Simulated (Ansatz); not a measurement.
Take the following structure.

```
Zr N
1.0
     5.41300    0.00000    0.00000
     0.00000    5.41300    0.00000
     0.00000    0.00000    3.30779
Zr N
4 2
Direct
  0.29613 0.29613 0.00000
  0.70387 0.70387 0.00000
  0.79613 0.20387 0.50000
  0.20387 0.79613 0.50000
  0.00000 0.00000 0.00000
  0.50000 0.50000 0.50000
```

> Characterise the structure given above.

Chemical formula Zr$_{2}$N. It belongs to space group P4_2/mnm (No. 136) and has a primitive tetragonal lattice. In the cell are 4 Zr, 2 N, which makes 2 formula units. Numbers of contacts at bonding distance: Zr 14 and N 6.

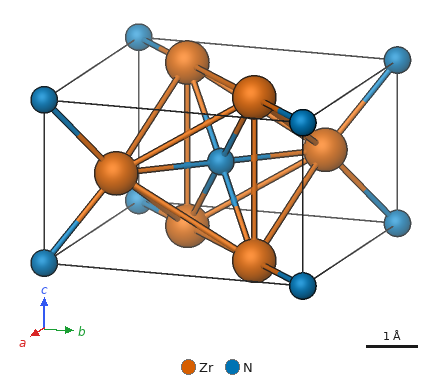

We look at a ball-and-stick model of the crystal slightly off an axis. The conventional unit cell is drawn as a box.

Starting structure: a structure listed in the Materials Project. Earlier steps of the study, as a rule a relaxation of our own, may have changed the cell and positions, so they can lie some per cent off the listed ones. It went into a calculation with Ansatz.
